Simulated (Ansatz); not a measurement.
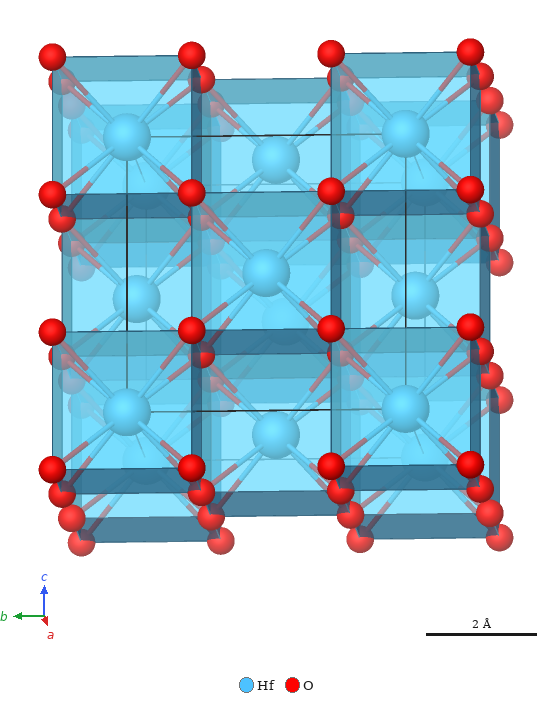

The structure as given in the input (polyhedral view of the cell 4 times as large as that of the calculation, set on its symmetry axes, seen at an oblique angle; polyhedra are completed across the faces of the cell).

Geometry relaxation, with input and output: HfO2 (part 1 of 2)

System: HfO2 (3 atoms in the cell).
Method: DFT PBE, scalar-relativistic, plane waves, PAW, no spin polarisation (Ansatz 0.2.0).

The structure derives from an entry of the Crystallography Open Database. It belongs to a series of runs on one base structure; here: relaxed at 1 GPa.

## What the program printed
```
Engine: ansatz 0.2.0, x86_64-unknown-linux-gnu
Pseudopotentials: kind: paw
Pseudopotential: Hf, paw, valence charge 26, recommended cutoff 420 eV (normal), Hf.paw.azcp
Pseudopotential: O, paw, valence charge 6, recommended cutoff 420 eV (normal), O.paw.azcp
Functional definition: PBE
  parameter kappa = 0.804
  parameter beta = 0.06672455060314922
  exchange = pbe_x(kappa = kappa, mu = beta*pi^2/3)
  correlation = pbe_c(beta = beta)
Crystal: 3 atoms, lattice volume = 33.116 Å³
Basis set: ecut = 420 eV, 645 PW (Γ), exchange–correlation on 50×50×50 points (8 copies of the dense FFT grid, shifted against one another)
Bands: 23, of which v1, the nominal top of the filled ones, is band 19 counted from 1 (18 counted from 0)
Symmetry: 48 space group operations
Space group: Fm-3m (ITA 225), of the structure as read, at distance tolerance 3.2e-5 Å
k-points: 29 of 512
Non-local potential: Hf, projectors of the file, l = 0: 3, l = 1: 2, l = 2: 2, l = 3: 3
Non-local potential: O, projectors of the file, l = 0: 2, l = 1: 2, l = 2: 1
PAW form: soft (Blöchl's): semilocal exchange-correlation on the pseudo side does not see the compensation charge
PAW one-centre angular grid: Hf, 590 points (default); XC on 64 Gauss nodes
PAW one-centre angular grid: O, 110 points (default); XC on 64 Gauss nodes
Initial density: superposition of atomic densities (neutral atoms: chi_scale 0, normalization atom), corrected by the library's trained network
Initial wavefunctions: pseudopotential atomic-orbital guess
Functional: x = pbe(κ = 0.804, μ = 0.2195149727645171), c = pbe(β = 0.06672455060314922)
SCF iter   1: F=—  HF=-16861.409000 eV  |F-HF|=—  |Δ(HF+E_count)|=         —  Δρ=2.42e-3  dr2=1.38e-3  ethr=1.77e-3  ⟨swp⟩=4.0  Hψ=2189  notcnv=0  defer=57
preconditioner: auto → none  [insulator: Δε(μ)=3.764 eV  Ē_g=18.198 eV  n_scr=14 (ndim 8)  ℏωp=38.7 eV  f_vac=0.064  ε∞_Penn≈5.5]
SCF iter   2: F=—  HF=-16861.409937 eV  |F-HF|=—  |Δ(HF+E_count)|=   9.37e-4  Δρ=1.82e-3  dr2=7.76e-4  ethr=3.64e-6  ⟨swp⟩=2.0  Hψ=1441  notcnv=0  defer=58
SCF iter   3: F=—  HF=-16861.409845 eV  |F-HF|=—  |Δ(HF+E_count)|=   9.18e-5  Δρ=6.87e-4  dr2=5.97e-5  ethr=2.04e-6  ⟨swp⟩=2.0  Hψ=1042  notcnv=0  defer=58
SCF iter   4: F=—  HF=-16861.410124 eV  |F-HF|=—  |Δ(HF+E_count)|=   2.79e-4  Δρ=1.08e-4  dr2=3.23e-6  ethr=1.57e-7  ⟨swp⟩=2.0  Hψ=1238  notcnv=0  defer=53
SCF iter   5: F=—  HF=-16861.410123 eV  |F-HF|=—  |Δ(HF+E_count)|=   6.10e-7  Δρ=5.41e-5  dr2=6.51e-7  ethr=8.49e-9  ⟨swp⟩=2.0  Hψ=1024  notcnv=0  defer=53
SCF iter   6: F=-16861.410123 eV  HF=-16861.410123 eV  |F-HF|=3.37e-8  |Δ(HF+E_count)|=   1.02e-7  Δρ=2.32e-5  dr2=9.43e-8  ethr=2.63e-10  ⟨swp⟩=9.4  Hψ=5301  notcnv=0
SCF 1 converged in 6 iterations: F = -16861.410123 eV  dr2 = 9.43e-8
  greatest PAW one-centre occupation: 0.999 electrons in one spin orbital (limit 2), on the Hf atom at site 0 (counted from 0), in its partial waves of l = 3
relax step   1: F+E_penalty+E_count = -16861.41012326 eV  Δ(F+E_penalty+E_count) = +0.000e0 eV  max|allowed force component| = 2.120e-18 eV/Å  Δτ_max = 0.0000 Å  P = -0.005 GPa  Ω = 33.116 Å³  (6 SCF iters, dr2 threshold 1.00e-7 eV, accepted)
Crystal: 3 atoms, lattice volume = 32.957 Å³
Initial density: handed on by an earlier stage of this run
Initial wavefunctions: those handed on with the density
iter 1 solved again at ethr=3.98e-7 eV; its pass at ethr=3.10e-3 eV (dr2=1.51e-4 eV) is discarded
SCF iter   1: F=—  HF=-16861.410316 eV  |F-HF|=—  |Δ(HF+E_count)|=         —  Δρ=6.58e-4  dr2=1.20e-4  ethr=3.98e-7  ⟨swp⟩=2.0  Hψ=2964  notcnv=0  defer=9
preconditioner: auto → none  [insulator: Δε(μ)=3.760 eV  Ē_g=18.229 eV  n_scr=14 (ndim 8)  ℏωp=38.8 eV  f_vac=0.069  ε∞_Penn≈5.5]
SCF iter   2: F=—  HF=-16861.410389 eV  |F-HF|=—  |Δ(HF+E_count)|=   7.26e-5  Δρ=2.54e-4  dr2=2.03e-5  ethr=3.17e-7  ⟨swp⟩=2.0  Hψ=1102  notcnv=0  defer=24
SCF iter   3: F=—  HF=-16861.410386 eV  |F-HF|=—  |Δ(HF+E_count)|=   2.84e-6  Δρ=1.49e-4  dr2=6.27e-6  ethr=5.35e-8  ⟨swp⟩=2.0  Hψ=1045  notcnv=0  defer=22
SCF iter   4: F=-16861.410385 eV  HF=-16861.410385 eV  |F-HF|=7.78e-8  |Δ(HF+E_count)|=   7.26e-7  Δρ=3.55e-5  dr2=2.09e-7  ethr=7.89e-10  ⟨swp⟩=9.1  Hψ=5581  notcnv=0
SCF 2 converged in 4 iterations: F = -16861.410385 eV  dr2 = 2.09e-7
relax step   2: F+E_penalty+E_count = -16861.41038492 eV  Δ(F+E_penalty+E_count) = -2.617e-4 eV  max|allowed force component| = 5.204e-18 eV/Å  Δτ_max = 0.0000 Å  P = +1.239 GPa  Ω = 32.957 Å³  energy of the carried Pulay correction = +8.716e-4 eV  (4 SCF iters, dr2 threshold 3.00e-7 eV, accepted)
Crystal: 3 atoms, lattice volume = 32.987 Å³
iter 1 solved again at ethr=1.58e-8 eV; its pass at ethr=3.10e-3 eV (dr2=6.00e-6 eV) is discarded
SCF iter   1: F=—  HF=-16861.410330 eV  |F-HF|=—  |Δ(HF+E_count)|=         —  Δρ=1.45e-4  dr2=4.87e-6  ethr=1.58e-8  ⟨swp⟩=2.0  Hψ=2953  notcnv=0
preconditioner: auto → none  [insulator: Δε(μ)=3.755 eV  Ē_g=18.222 eV  n_scr=14 (ndim 8)  ℏωp=38.8 eV  f_vac=0.071  ε∞_Penn≈5.5]
SCF iter   2: F=—  HF=-16861.410431 eV  |F-HF|=—  |Δ(HF+E_count)|=   1.01e-4  Δρ=6.07e-5  dr2=1.34e-6  ethr=1.28e-8  ⟨swp⟩=2.0  Hψ=1102  notcnv=0
SCF iter   3: F=—  HF=-16861.410430 eV  |F-HF|=—  |Δ(HF+E_count)|=   3.45e-7  Δρ=2.67e-5  dr2=1.70e-7  ethr=3.53e-9  ⟨swp⟩=2.0  Hψ=1047  notcnv=0
SCF iter   4: F=-16861.410430 eV  HF=-16861.410430 eV  |F-HF|=1.76e-8  |Δ(HF+E_count)|=   4.62e-8  Δρ=9.73e-6  dr2=2.55e-8  ethr=3.74e-10  ⟨swp⟩=9.4  Hψ=4823  notcnv=0
SCF 3 converged in 4 iterations: F = -16861.410430 eV  dr2 = 2.55e-8
relax step   3: F+E_penalty+E_count = -16861.41043018 eV  Δ(F+E_penalty+E_count) = -4.527e-5 eV  max|allowed force component| = 9.252e-18 eV/Å  Δτ_max = 0.0000 Å  P = +0.998 GPa  Ω = 32.987 Å³  energy of the carried Pulay correction = +7.048e-4 eV  (4 SCF iters, dr2 threshold 1.42e-7 eV, accepted)
Initial wavefunctions: pseudopotential atomic-orbital guess (no wavefunctions were taken with the density)
iter 1 solved again at ethr=2.79e-8 eV; its pass at ethr=3.10e-3 eV (dr2=1.06e-5 eV) is discarded
SCF iter   1: F=—  HF=-16861.409633 eV  |F-HF|=—  |Δ(HF+E_count)|=         —  Δρ=4.65e-5  dr2=1.67e-7  ethr=2.79e-8  ⟨swp⟩=3.3  Hψ=4197  notcnv=0  defer=58
preconditioner: auto → none  [insulator: Δε(μ)=3.756 eV  Ē_g=18.222 eV  n_scr=14 (ndim 8)  ℏωp=38.8 eV  f_vac=0.071  ε∞_Penn≈5.5]
SCF iter   2: F=—  HF=-16861.409735 eV  |F-HF|=—  |Δ(HF+E_count)|=   1.02e-4  Δρ=2.49e-5  dr2=1.30e-7  ethr=4.41e-10  ⟨swp⟩=2.0  Hψ=1218  notcnv=0  defer=53
SCF iter   3: F=—  HF=-16861.409735 eV  |F-HF|=—  |Δ(HF+E_count)|=   1.23e-8  Δρ=1.34e-5  dr2=8.93e-9  ethr=3.42e-10  ⟨swp⟩=2.0  Hψ=932  notcnv=0  defer=53
SCF iter   4: F=—  HF=-16861.409735 eV  |F-HF|=—  |Δ(HF+E_count)|=   1.22e-8  Δρ=3.91e-6  dr2=1.11e-9  ethr=2.35e-11  ⟨swp⟩=2.0  Hψ=1102  notcnv=0  defer=53
SCF iter   5: F=—  HF=-16861.409735 eV  |F-HF|=—  |Δ(HF+E_count)|=   1.27e-9  Δρ=8.12e-7  dr2=4.28e-11  ethr=2.91e-12  ⟨swp⟩=2.0  Hψ=1102  notcnv=0  defer=53
SCF iter   6: F=—  HF=-16861.409735 eV  |F-HF|=—  |Δ(HF+E_count)|=  4.37e-11  Δρ=2.41e-7  dr2=6.08e-12  ethr=1.00e-12  ⟨swp⟩=2.0  Hψ=870  notcnv=0  defer=53
SCF iter   7: F=-16861.409735 eV  HF=-16861.409735 eV  |F-HF|=7.28e-12  |Δ(HF+E_count)|=    0.00e0  Δρ=6.94e-8  dr2=1.08e-12  ethr=1.00e-12  ⟨swp⟩=8.0  Hψ=3534  notcnv=0
SCF 4 converged in 7 iterations: F = -16861.409735 eV  dr2 = 1.08e-12
relax step   4: F+E_penalty+E_count = -16861.40973534 eV  Δ(F+E_penalty+E_count) = +6.948e-4 eV  max|allowed force component| = 1.022e-17 eV/Å  Δτ_max = 0.0000 Å  P = +0.961 GPa  Ω = 32.987 Å³  stress off target by 3.87e-2 GPa  SCF on the basis re-selected at this cell (its energy is not comparable with the rows above)  (7 SCF iters)
basis re-selected at this cell: Δ(F+E_penalty+E_count) = +6.948e-4 eV, ΔP = -0.036 GPa vs the last step (what re-selecting the basis moved, of the pressure what is left beyond the Pulay correction that the steps carried, after the strain that the cell walked since its last selection, with what the two solves' SCF thresholds leave and, on support functions, any second-order correction that the steps lacked; it is no measure of the basis error at this ecutwfc). This SCF's stress stands 3.87e-2 GPa from its target on what of the cell is left free (relax.cell.stress_tol is 2.00e-2 GPa) and its largest allowed force component is 1.02e-17 eV/Å (relax.f_tol is 1.00e-3 eV/Å): not within both, so this SCF does not close the relaxation
Crystal: 3 atoms, lattice volume = 32.982 Å³
iter 1 solved again at ethr=3.47e-10 eV; its pass at ethr=3.10e-3 eV (dr2=1.32e-7 eV) is discarded
SCF iter   1: F=—  HF=-16861.409631 eV  |F-HF|=—  |Δ(HF+E_count)|=         —  Δρ=1.84e-5  dr2=1.03e-7  ethr=3.47e-10  ⟨swp⟩=2.0  Hψ=2959  notcnv=0
preconditioner: auto → none  [insulator: Δε(μ)=3.756 eV  Ē_g=18.223 eV  n_scr=14 (ndim 8)  ℏωp=38.8 eV  f_vac=0.071  ε∞_Penn≈5.5]
SCF iter   2: F=—  HF=-16861.409732 eV  |F-HF|=—  |Δ(HF+E_count)|=   1.02e-4  Δρ=5.43e-6  dr2=6.95e-9  ethr=2.72e-10  ⟨swp⟩=2.0  Hψ=1218  notcnv=0
SCF iter   3: F=-16861.409732 eV  HF=-16861.409732 eV  |F-HF|=9.46e-11  |Δ(HF+E_count)|=  6.73e-10  Δρ=1.71e-6  dr2=7.78e-10  ethr=9.86e-12  ⟨swp⟩=7.6  Hψ=4214  notcnv=0
SCF 5 converged in 3 iterations: F = -16861.409732 eV  dr2 = 7.78e-10
relax step   5: F+E_penalty+E_count = -16861.40973228 eV  Δ(F+E_penalty+E_count) = +3.063e-6 eV  max|allowed force component| = 1.060e-17 eV/Å  Δτ_max = 0.0000 Å  P = +0.999 GPa  Ω = 32.982 Å³  energy of the carried Pulay correction = +2.685e-5 eV  (3 SCF iters, dr2 threshold 3.75e-9 eV, accepted)
iter 1 solved again at ethr=2.90e-8 eV; its pass at ethr=3.10e-3 eV (dr2=1.10e-5 eV) is discarded
SCF iter   1: F=—  HF=-16861.409630 eV  |F-HF|=—  |Δ(HF+E_count)|=         —  Δρ=4.74e-6  dr2=5.82e-9  ethr=2.90e-8  ⟨swp⟩=3.3  Hψ=4188  notcnv=0  defer=58
SCF iter   2: F=—  HF=-16861.409732 eV  |F-HF|=—  |Δ(HF+E_count)|=   1.03e-4  Δρ=6.72e-6  dr2=1.35e-8  ethr=1.53e-11  ⟨swp⟩=3.0  Hψ=1647  notcnv=0  defer=53
SCF iter   3: F=—  HF=-16861.409732 eV  |F-HF|=—  |Δ(HF+E_count)|=   2.86e-9  Δρ=2.58e-6  dr2=1.49e-9  ethr=1.53e-11  ⟨swp⟩=2.0  Hψ=1037  notcnv=0  defer=53
SCF iter   4: F=—  HF=-16861.409732 eV  |F-HF|=—  |Δ(HF+E_count)|=  2.36e-10  Δρ=8.46e-7  dr2=1.30e-10  ethr=3.93e-12  ⟨swp⟩=2.1  Hψ=872  notcnv=0  defer=53
SCF iter   5: F=—  HF=-16861.409732 eV  |F-HF|=—  |Δ(HF+E_count)|=  6.91e-11  Δρ=2.78e-7  dr2=1.55e-11  ethr=1.00e-12  ⟨swp⟩=2.3  Hψ=1214  notcnv=0  defer=53
SCF iter   6: F=-16861.409732 eV  HF=-16861.409732 eV  |F-HF|=7.28e-12  |Δ(HF+E_count)|=  3.64e-12  Δρ=4.56e-8  dr2=3.59e-13  ethr=1.00e-12  ⟨swp⟩=8.2  Hψ=3652  notcnv=0
SCF 6 converged in 6 iterations: F = -16861.409732 eV  dr2 = 3.59e-13
relax step   6: F+E_penalty+E_count = -16861.40973228 eV  Δ(F+E_penalty+E_count) = -3.565e-10 eV  max|allowed force component| = 1.195e-17 eV/Å  Δτ_max = 0.0000 Å  P = +0.998 GPa  Ω = 32.982 Å³  stress off target by 1.63e-3 GPa  SCF on the basis re-selected at this cell (its energy is not comparable with the rows above)  (6 SCF iters)
```

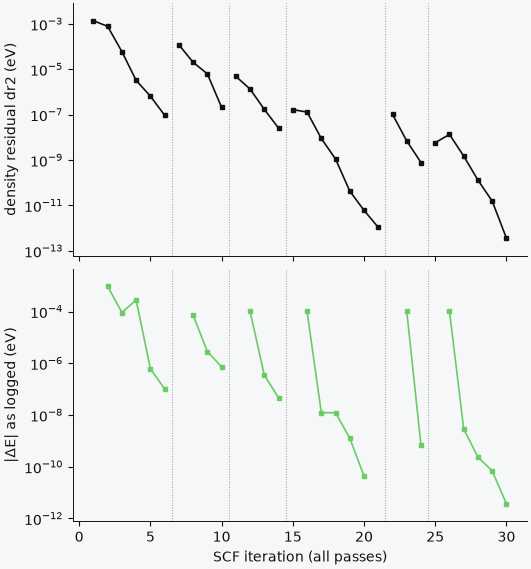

Convergence of the self-consistent field: density residual dr2 and size of the energy change against the SCF iteration. The dotted lines part the SCF passes of the relaxation: geometry steps, rejected trials and re-solves on a re-selected basis. The 6 passes take 3 to 7 iterations each, 30 in all.
